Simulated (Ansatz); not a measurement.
# A series of single points on HfO$_{2}$

System: HfO$_{2}$ (3 atoms in the cell).
Method: DFT PBEsol, scalar-relativistic, plane waves, PAW, no spin polarisation (Ansatz 0.2.0).

The 5 runs differ only in the geometry, by a strain of the cell at fixed fractional positions. Against run 3, the strain is εxx = η and εyy = η. The structure derives from an entry of the Crystallography Open Database.

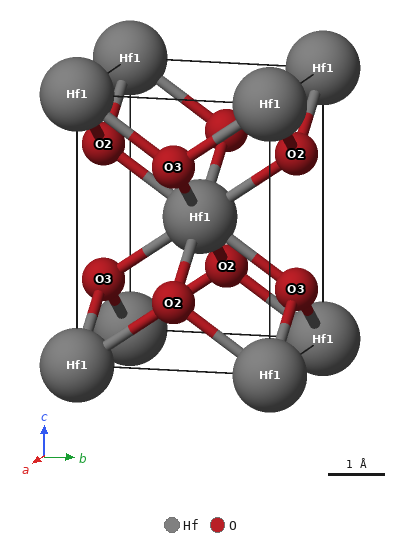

Figure 1. The structure of run 3 (ball-and-stick view of the cell 2 times as large as that of the calculation, set on its symmetry axes, seen slightly off an axis; atoms are numbered from 1 in the order of the input).

### Input of run 3
```yaml
crystal:
  lattice:
    - [0.0, 2.5575, 2.4935625]
    - [2.5575, 0.0, 2.4935625]
    - [2.5575, 2.5575, 0.0]
  atoms:
    - { symbol: Hf, position: [0.0, 0.0, 0.0] }
    - { symbol: O, position: [0.25, 0.25, 0.25] }
    - { symbol: O, position: [0.75, 0.75, 0.75] }
basis:
  ecutwfc: 420
kpoints:
  mp_grid: { grid: [8, 8, 8] }
hamiltonian:
  xc: pbesol
scf:
  occupations: { method: gaussian, width: 0.05 }
output:
  forces: true
  stress: true
  eigenvalues: true
```

Lattice vectors (Å) and fractional positions of run 3:
```
   0.000000    2.557500    2.493562
   2.557500    0.000000    2.493562
   2.557500    2.557500    0.000000
Hf  0.000000  0.000000  0.000000
O   0.250000  0.250000  0.250000
O   0.750000  0.750000  0.750000
```

Run 2 differs from it as follows:
```diff
-    - [0.0, 2.5575, 2.4935625]
-    - [2.5575, 0.0, 2.4935625]
-    - [2.5575, 2.5575, 0.0]
+    - [0.0, 2.4935625, 2.4935625]
+    - [2.4935625, 0.0, 2.4935625]
+    - [2.4935625, 2.4935625, 0.0]
```

### Results, with one run withheld

```csv
run,strain parameter η (%),"free energy per atom, from the lowest run given (meV)",pressure (GPa),gap on the mesh (eV)
1,−5.0000,67.44,27.22,3.64
2,−2.5000,?,?,?
3,0.0000,0.00,−4.25,3.44
4,2.5000,53.15,−15.11,3.05
5,5.0000,151.98,−23.51,2.66
```

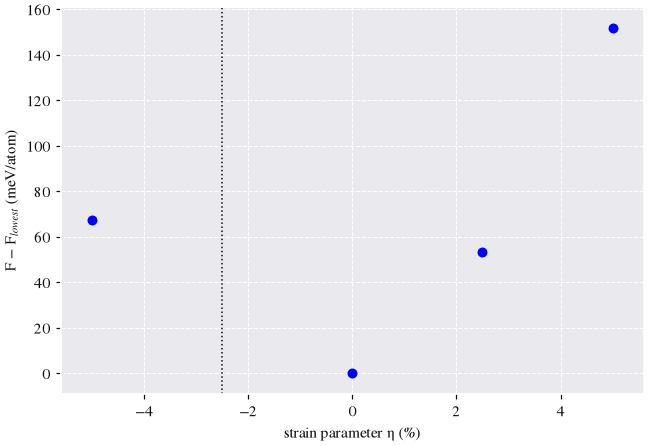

Figure 2. Free energy per atom of the runs given; the dotted line marks run 2.

Estimate the energy of run 2 from the others.

A quadratic polynomial in the coordinate, fitted to the 4 runs given, misses them by at most 2.67 meV per atom. With x = η − 0.6250, it reads F = 9.0571 + 13.99 x + 4.3217 x² (meV per atom). At run 2 it gives 7.54 meV per atom, and the run itself gives 1.33. The fit has its minimum at η = −0.9936 %. So low a polynomial doesn't follow these energies more closely. The gap on the mesh lies between 2.66 eV (run 5) and 3.76 eV (run 2); run 2 has 3.76 eV. These are gaps of this functional on this mesh, which can miss the band edges; they aren't the measured gap.

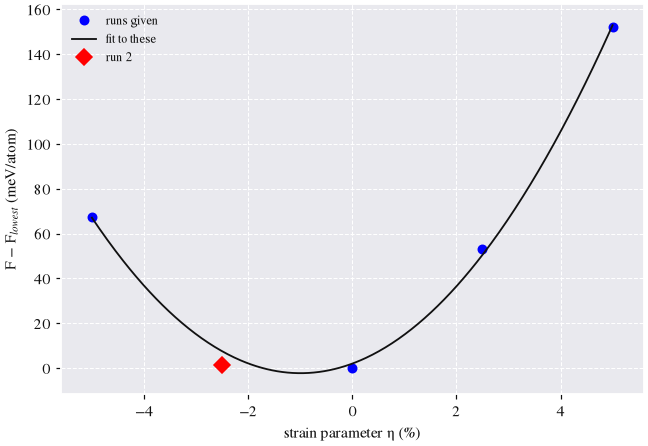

Figure 3. The fit and the withheld run.

### Output, shortened to warnings, some set-up lines, iterations and results (run 2)
```
Basis set: ecut = 420 eV, 609 PW (Γ), exchange–correlation on 48×48×48 points (8 copies of the dense FFT grid, shifted against one another)
Symmetry: 48 space group operations
k-points: 29 of 512
Initial density: superposition of atomic densities (neutral atoms: chi_scale 0, normalization atom), corrected by the library's trained network
[...]
SCF iter   1: F=—  HF=-16725.060659 eV  |F-HF|=—  |Δ(HF+E_count)|=         —  Δρ=1.72e-2  dr2=7.03e-2  ethr=1.77e-3  ⟨swp⟩=4.9  Hψ=2473  notcnv=0
SCF iter   2: F=—  HF=-16725.048783 eV  |F-HF|=—  |Δ(HF+E_count)|=   1.19e-2  Δρ=9.74e-3  dr2=2.37e-2  ethr=1.85e-4  ⟨swp⟩=2.0  Hψ=1447  notcnv=0
SCF iter   3: F=—  HF=-16725.042203 eV  |F-HF|=—  |Δ(HF+E_count)|=   6.58e-3  Δρ=1.40e-3  dr2=2.34e-4  ethr=6.23e-5  ⟨swp⟩=2.0  Hψ=1190  notcnv=0
SCF iter   4: F=—  HF=-16725.042288 eV  |F-HF|=—  |Δ(HF+E_count)|=   8.51e-5  Δρ=5.61e-4  dr2=3.01e-5  ethr=6.16e-7  ⟨swp⟩=2.6  Hψ=1229  notcnv=0
SCF iter   5: F=—  HF=-16725.042279 eV  |F-HF|=—  |Δ(HF+E_count)|=   8.66e-6  Δρ=1.14e-4  dr2=1.27e-6  ethr=7.91e-8  ⟨swp⟩=2.6  Hψ=1233  notcnv=0
SCF iter   6: F=-16725.042281 eV  HF=-16725.042281 eV  |F-HF|=4.35e-9  |Δ(HF+E_count)|=   1.50e-6  Δρ=6.98e-6  dr2=6.25e-9  ethr=2.63e-10  ⟨swp⟩=5.8  Hψ=3205  notcnv=0
SCF 1 converged in 6 iterations: F = -16725.042281 eV  dr2 = 6.25e-9
SCF converged after 6 iterations
Free energy (F): -16725.042281 eV
Harris-Foulkes:  -16725.042281 eV  (|F-HF|=4.35e-9)
Internal energy: -16725.042281 eV  (E = F + TS)
E sigma→0 (E₀):  -16725.042281 eV
Fermi energy:    18.824664 eV
--- Per-component energies (eV) ---
  E_band       = 90.502696
  E_kinetic    = 775.248662
  E_local      = -5596.121503  (includes V_loc(G=0)·N_el)
  E_nonlocal   = -1140.319792
  E_hartree    = 2578.128750
  E_xc         = -444.692634
  E_vxc        = -454.802169  (∫ρ·V_xc dr)
  E_paw        = -7111.835741  (= ΣΔE_a)
  E_vpaw       = 1350.239077  (= ΣTr[D̂ρ^β])
  E_aug_tail   = 0.004884  (compensation charges beyond the density's cutoff)
  E_ewald      = -5786.776573
  E_core_change = 1.321667  (= ΣΔE_core)
  E_smearing   = -0.000000  (= −TS)
  E_closure    = -0.000000  (closes the sum)
  Σ components = -16725.042281   (vs F -16725.042281, Δ=0.00e0)
--- Forces (eV/Å), atoms counted from 1 ---
  atom   1  Hf    -0.00000000     0.00000000     0.00000000
  atom   2  O      0.00000000     0.00000000     0.00000000
  atom   3  O      0.00000000    -0.00000000    -0.00000000
  max |Σ_I F_I| component: 3.47e-18 eV/Å
--- Stress (GPa, compression-positive) ---
        9.621370       0.000000       0.000000
       -0.000000       9.621370      -0.000000
       -0.000000      -0.000000       9.621370
  P = ⅓ Tr σ = 9.6214 GPa (96.214 kbar)
```

Notes: Spin–orbit coupling is left out, which matters for Hf.
